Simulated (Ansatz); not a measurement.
Geometry relaxation of Ge

System: Ge (Im-3m, 1 atom in the cell).
Method: DFT, PBE, PAW with Ansatz's default frozen-core files, scalar-relativistic, no spin polarisation (Ansatz 0.2.0).

The structure was built on a prototype by a generator; it need not be a known phase. It belongs to a series of runs on one base structure; here: cell relaxed at zero pressure.

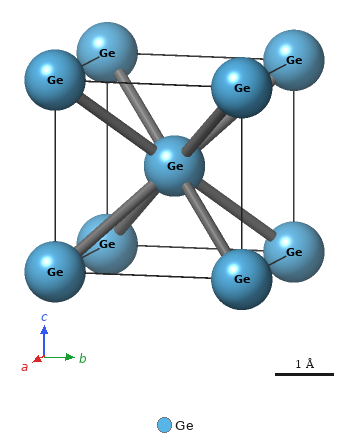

The input geometry (ball-and-stick view of the cell 2 times as large as that of the calculation, set on its symmetry axes, seen slightly off an axis).

Input:
```yaml
crystal:
  lattice:
    - [-1.6809877034, 1.6809877034, 1.6809877034]
    - [1.6809877034, -1.6809877034, 1.6809877034]
    - [1.6809877034, 1.6809877034, -1.6809877034]
  atoms:
    - { symbol: Ge, position: [0.0, 0.0, 0.0] }
kpoints:
  mp_grid: { grid: [21, 21, 21] }
scf:
  occupations: { method: fermi_dirac, width: 0.1 }
hamiltonian:
  xc: pbe
  pseudopotentials: { kind: paw }
output:
  forces: true
  stress: true
relax:
  f_tol: 0.005
  max_steps: 40
  cell: {}
```

Run as:
```bash
ansatz run input.yaml --threads 2 --pin off --max-ram 5120MiB --backend cpu --events-out ev --progress --plain --runs-dir out
```

Output:
```
Engine: ansatz 0.2.0, x86_64-unknown-linux-gnu
Pseudopotentials: kind: paw
Pseudopotential: Ge, paw, valence charge 14, recommended cutoff 420 eV (normal), Ge.paw.azcp
Functional definition: PBE
  parameter kappa = 0.804
  parameter beta = 0.06672455060314922
  exchange = pbe_x(kappa = kappa, mu = beta*pi^2/3)
  correlation = pbe_c(beta = beta)
Crystal: 1 atoms, lattice volume = 19.000 Å³
Basis set: ecut = 420 eV, 369 PW (Γ), exchange–correlation on 40×40×40 points (8 copies of the dense FFT grid, shifted against one another)
Bands: 11, of which v1, the nominal top of the filled ones, is band 7 counted from 1 (6 counted from 0)
Symmetry: 48 space group operations
Space group: Im-3m (ITA 229), of the structure as read, at distance tolerance 2.7e-5 Å
k-points: 286 of 9261
Non-local potential: Ge, projectors of the file, l = 0: 2, l = 1: 2, l = 2: 3, l = 3: 1
PAW form: soft (Blöchl's): semilocal exchange-correlation on the pseudo side does not see the compensation charge
PAW one-centre angular grid: Ge, 590 points (default); XC on 64 Gauss nodes
Initial density: superposition of atomic densities (neutral atoms: chi_scale 0, normalization atom), corrected by the library's trained network
Initial wavefunctions: pseudopotential atomic-orbital guess
Functional: x = pbe(κ = 0.804, μ = 0.2195149727645171), c = pbe(β = 0.06672455060314922)
SCF iter   1: F=—  HF=-4294.653427 eV  |F-HF|=—  |Δ(HF+E_count)|=         —  Δρ=7.80e-4  dr2=2.88e-5  ethr=1.77e-3  ⟨swp⟩=5.1  Hψ=17224  notcnv=0
preconditioner: auto → none  [metal: Δε(μ)=0.009 eV  Ē_g=27.044 eV  σ=0.100 eV  W_gap=0.02  n_scr=0 (ndim 8)  ℏωp=31.9 eV  f_vac=0.000  D(μ)=0.51/eV (n_scr^D=0)]
SCF iter   2: F=—  HF=-4294.653324 eV  |F-HF|=—  |Δ(HF+E_count)|=   1.02e-4  Δρ=3.92e-4  dr2=1.01e-5  ethr=2.05e-7  ⟨swp⟩=2.0  Hψ=7443  notcnv=0
SCF iter   3: F=—  HF=-4294.653349 eV  |F-HF|=—  |Δ(HF+E_count)|=   2.44e-5  Δρ=1.65e-4  dr2=2.62e-6  ethr=7.21e-8  ⟨swp⟩=2.0  Hψ=5123  notcnv=0
SCF iter   4: F=—  HF=-4294.653346 eV  |F-HF|=—  |Δ(HF+E_count)|=   2.33e-6  Δρ=4.61e-5  dr2=3.98e-7  ethr=1.87e-8  ⟨swp⟩=2.0  Hψ=4722  notcnv=0
iter 5 did not close the SCF: its close was put off for the readings that it lacked (scf_convergence_deferred on its scf_iter line)
SCF iter   5: F=-4294.653346 eV  HF=-4294.653346 eV  |F-HF|=1.09e-7  |Δ(HF+E_count)|=   3.04e-7  Δρ=1.78e-5  dr2=5.94e-8  ethr=2.84e-9  ⟨swp⟩=2.1  Hψ=4687  notcnv=0
SCF iter   6: F=-4294.653346 eV  HF=-4294.653346 eV  |F-HF|=2.83e-9  |Δ(HF+E_count)|=   4.96e-8  Δρ=2.71e-6  dr2=1.34e-9  ethr=4.25e-10  ⟨swp⟩=2.0  Hψ=10016  notcnv=0
SCF 1 converged in 6 iterations: F = -4294.653346 eV  dr2 = 1.34e-9
  greatest PAW one-centre occupation: 0.998 electrons in one spin orbital (limit 2), on the Ge atom at site 0 (counted from 0), in its partial waves of l = 2
relax step   1: F+E_penalty+E_count = -4294.65334600 eV  Δ(F+E_penalty+E_count) = +0.000e0 eV  max|allowed force component| = 0.000e0 eV/Å  Δτ_max = 0.0000 Å  P = +0.990 GPa  Ω = 19.000 Å³  (6 SCF iters, dr2 threshold 1.00e-7 eV, accepted)
Crystal: 1 atoms, lattice volume = 19.376 Å³
Initial density: handed on by an earlier stage of this run
Initial wavefunctions: those handed on with the density
iter 1 solved again at ethr=6.77e-8 eV; its pass at ethr=3.10e-3 eV (dr2=9.47e-6 eV) is discarded
SCF iter   1: F=—  HF=-4294.654054 eV  |F-HF|=—  |Δ(HF+E_count)|=         —  Δρ=3.65e-4  dr2=1.38e-5  ethr=6.77e-8  ⟨swp⟩=2.2  Hψ=23871  notcnv=0
preconditioner: auto → none  [metal: Δε(μ)=0.045 eV  Ē_g=26.939 eV  σ=0.100 eV  W_gap=0.11  n_scr=0 (ndim 8)  ℏωp=31.6 eV  f_vac=0.000  D(μ)=0.50/eV (n_scr^D=0)]
SCF iter   2: F=—  HF=-4294.654063 eV  |F-HF|=—  |Δ(HF+E_count)|=   9.58e-6  Δρ=1.93e-4  dr2=2.87e-6  ethr=6.77e-8  ⟨swp⟩=3.0  Hψ=4904  notcnv=0
SCF iter   3: F=—  HF=-4294.654066 eV  |F-HF|=—  |Δ(HF+E_count)|=   2.37e-6  Δρ=2.49e-5  dr2=8.74e-8  ethr=7.14e-10  ⟨swp⟩=2.8  Hψ=11528  notcnv=0
SCF iter   4: F=-4294.654066 eV  HF=-4294.654066 eV  |F-HF|=2.37e-9  |Δ(HF+E_count)|=   8.36e-8  Δρ=5.83e-6  dr2=6.73e-9  ethr=6.25e-10  ⟨swp⟩=4.0  Hψ=9896  notcnv=0
SCF 2 converged in 4 iterations: F = -4294.654066 eV  dr2 = 6.73e-9
relax step   2: F+E_penalty+E_count = -4294.65406574 eV  Δ(F+E_penalty+E_count) = -7.197e-4 eV  max|allowed force component| = 0.000e0 eV/Å  Δτ_max = 0.0000 Å  P = -0.289 GPa  Ω = 19.376 Å³  energy of the carried Pulay correction = -7.773e-5 eV  (4 SCF iters, dr2 threshold 1.00e-7 eV, accepted)
Crystal: 1 atoms, lattice volume = 19.290 Å³
iter 1 solved again at ethr=3.49e-9 eV; its pass at ethr=3.10e-3 eV (dr2=4.88e-7 eV) is discarded
SCF iter   1: F=—  HF=-4294.654157 eV  |F-HF|=—  |Δ(HF+E_count)|=         —  Δρ=8.07e-5  dr2=7.15e-7  ethr=3.49e-9  ⟨swp⟩=2.1  Hψ=22953  notcnv=0
preconditioner: auto → none  [metal: Δε(μ)=0.040 eV  Ē_g=26.958 eV  σ=0.100 eV  W_gap=0.10  n_scr=0 (ndim 8)  ℏωp=31.6 eV  f_vac=0.000  D(μ)=0.50/eV (n_scr^D=0)]
SCF iter   2: F=—  HF=-4294.654163 eV  |F-HF|=—  |Δ(HF+E_count)|=   6.31e-6  Δρ=4.20e-5  dr2=1.40e-7  ethr=3.49e-9  ⟨swp⟩=3.0  Hψ=4877  notcnv=0
SCF iter   3: F=-4294.654163 eV  HF=-4294.654163 eV  |F-HF|=1.16e-8  |Δ(HF+E_count)|=   9.97e-8  Δρ=5.60e-6  dr2=4.34e-9  ethr=7.14e-10  ⟨swp⟩=3.8  Hψ=8744  notcnv=0
SCF 3 converged in 3 iterations: F = -4294.654163 eV  dr2 = 4.34e-9
relax step   3: F+E_penalty+E_count = -4294.65416345 eV  Δ(F+E_penalty+E_count) = -9.772e-5 eV  max|allowed force component| = 0.000e0 eV/Å  Δτ_max = 0.0000 Å  P = -0.007 GPa  Ω = 19.290 Å³  energy of the carried Pulay correction = -6.002e-5 eV  (3 SCF iters, dr2 threshold 1.00e-7 eV, accepted)
Initial wavefunctions: pseudopotential atomic-orbital guess (no wavefunctions were taken with the density)
iter 1 solved again at ethr=1.39e-8 eV; its pass at ethr=3.10e-3 eV (dr2=1.95e-6 eV) is discarded
SCF iter   1: F=—  HF=-4294.654220 eV  |F-HF|=—  |Δ(HF+E_count)|=         —  Δρ=9.95e-6  dr2=3.88e-9  ethr=1.39e-8  ⟨swp⟩=3.0  Hψ=25108  notcnv=0
preconditioner: auto → none  [metal: Δε(μ)=0.040 eV  Ē_g=26.959 eV  σ=0.100 eV  W_gap=0.10  n_scr=0 (ndim 8)  ℏωp=31.6 eV  f_vac=0.000  D(μ)=0.50/eV (n_scr^D=0)]
SCF iter   2: F=—  HF=-4294.654226 eV  |F-HF|=—  |Δ(HF+E_count)|=   6.17e-6  Δρ=9.84e-6  dr2=7.20e-9  ethr=2.77e-11  ⟨swp⟩=2.0  Hψ=5187  notcnv=0
SCF iter   3: F=—  HF=-4294.654226 eV  |F-HF|=—  |Δ(HF+E_count)|=   5.43e-9  Δρ=3.19e-6  dr2=5.42e-10  ethr=2.77e-11  ⟨swp⟩=2.1  Hψ=4844  notcnv=0
SCF iter   4: F=-4294.654226 eV  HF=-4294.654226 eV  |F-HF|=1.82e-12  |Δ(HF+E_count)|=   1.26e-9  Δρ=2.90e-7  dr2=6.84e-12  ethr=1.00e-12  ⟨swp⟩=4.0  Hψ=13049  notcnv=0
SCF 4 converged in 4 iterations: F = -4294.654226 eV  dr2 = 6.84e-12
relax step   4: F+E_penalty+E_count = -4294.65422640 eV  Δ(F+E_penalty+E_count) = -6.295e-5 eV  max|allowed force component| = 0.000e0 eV/Å  Δτ_max = 0.0000 Å  P = -0.006 GPa  Ω = 19.290 Å³  stress off target by 6.44e-3 GPa  SCF on the basis re-selected at this cell (its energy is not comparable with the rows above)  (4 SCF iters)
```

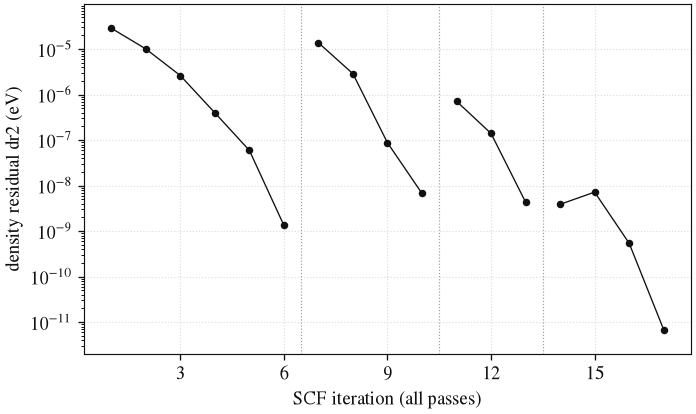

Convergence of the self-consistent field: density residual dr2 against the SCF iteration. The dotted lines part the SCF passes of the relaxation: geometry steps, rejected trials and re-solves on a re-selected basis. The passes take 6, 4, 3 and 4 iterations.

```
basis re-selected at this cell: Δ(F+E_penalty+E_count) = -6.295e-5 eV, ΔP = +0.000 GPa vs the last step (what re-selecting the basis moved, of the pressure what is left beyond the Pulay correction that the steps carried, after the strain that the cell walked since its last selection, with what the two solves' SCF thresholds leave and, on support functions, any second-order correction that the steps lacked; it is no measure of the basis error at this ecutwfc). This SCF's stress stands 6.44e-3 GPa from its target on what of the cell is left free (relax.cell.stress_tol is 5.00e-2 GPa) and its largest allowed force component is 0.00e0 eV/Å (relax.f_tol is 5.00e-3 eV/Å): within both
SCF converged after 4 iterations
Free energy (F): -4294.654226 eV
Harris-Foulkes:  -4294.654226 eV  (|F-HF|=1.82e-12)
Internal energy: -4294.637578 eV  (E = F + TS)
E sigma→0 (E₀):  -4294.645902 eV
Entropy (-TS):   -0.016649 eV (-16.649 meV/atom)
Fermi energy:    10.754156 eV
--- Per-component energies (eV) ---
  E_band       = -117.274651
  E_kinetic    = 109.897899
  E_local      = -2144.280833  (includes V_loc(G=0)·N_el)
  E_nonlocal   = 414.905714
  E_hartree    = 936.205307
  E_xc         = -75.476903
  E_vxc        = -64.346336  (∫ρ·V_xc dr)
  E_paw        = -2016.034558  (= ΣΔE_a)
  E_vpaw       = -305.861984  (= ΣTr[D̂ρ^β])
  E_aug_tail   = 0.000241  (compensation charges beyond the density's cutoff)
  E_ewald      = -1519.854446
  E_smearing   = -0.016649  (= −TS)
  E_closure    = 0.000000  (closes the sum)
  Σ components = -4294.654226   (vs F -4294.654226, Δ=0.00e0)
--- Forces (eV/Å), atoms counted from 1 ---
  atom   1  Ge    -0.00000000     0.00000000    -0.00000000
  max |Σ_I F_I| component: 1.21e-31 eV/Å
--- Stress (GPa, compression-positive) ---
       -0.006444       0.000000      -0.000000
       -0.000000      -0.006444      -0.000000
        0.000000      -0.000000      -0.006444
  P = ⅓ Tr σ = -0.0064 GPa (-0.064 kbar)
--- Relaxed structure (3 steps of the walk, 3 accepted, 1 SCFs on fresh bases) ---
  F+E_penalty+E_count = -4294.65422640 eV   max|allowed force component| = 0.000e0 eV/Å   (the final SCF, on the basis selected at the relaxed cell)
  cell:  # Å, volume = 19.2898 Å³
    - [-1.6894906678996575, 1.6894906678996575, 1.6894906678996575]
    - [1.6894906678996575, -1.6894906678996575, 1.6894906678996575]
    - [1.6894906678996575, 1.6894906678996575, -1.6894906678996575]
  atoms:
    - { symbol: Ge, position: [0.0, 0.0, 0.0] }
```

Trajectory as extended XYZ (Å, eV, eV/Å), 4 frames, from step=1 to step=4:
```
1
Lattice="-1.6810 1.6810 1.6810 1.6810 -1.6810 1.6810 1.6810 1.6810 -1.6810" Properties=species:S:1:pos:R:3:forces:R:3 step=1 energy=-4294.65335 pressure_GPa=0.99
Ge    0.0000    0.0000    0.0000    0.0000   0.0000   0.0000
1
Lattice="-1.6920 1.6920 1.6920 1.6920 -1.6920 1.6920 1.6920 1.6920 -1.6920" Properties=species:S:1:pos:R:3:forces:R:3 step=2 energy=-4294.65407 pressure_GPa=-0.29
Ge    0.0000    0.0000    0.0000    0.0000   0.0000   0.0000
1
Lattice="-1.6895 1.6895 1.6895 1.6895 -1.6895 1.6895 1.6895 1.6895 -1.6895" Properties=species:S:1:pos:R:3:forces:R:3 step=3 energy=-4294.65416 pressure_GPa=-0.01
Ge    0.0000    0.0000    0.0000    0.0000   0.0000   0.0000
1
Lattice="-1.6895 1.6895 1.6895 1.6895 -1.6895 1.6895 1.6895 1.6895 -1.6895" Properties=species:S:1:pos:R:3:forces:R:3 step=4 energy=-4294.65423 pressure_GPa=-0.01
Ge    0.0000    0.0000    0.0000    0.0000   0.0000   0.0000
```

Summary:

- outcome: converged
- space group (tolerance 0.01 Å): Im-3m (229)
- electrons treated: 14
- free energy: −4294.6542 eV
- Fermi energy: 10.754 eV
- pressure: −0.01 GPa
- final volume: 19.29 Å³
- largest force (length of the vector) at the end: under 0.001 eV/Å
- final cell: a = 2.926 Å, b = 2.926 Å, c = 2.926 Å, α = 109.47°, β = 109.47°, γ = 109.47°
- hardware: 2 threads of Intel Xeon (Sapphire Rapids), 16 GiB of memory available, shared host
- wall time: 4 s (CPU time 7.5 s)
- peak memory: 0.42 GiB
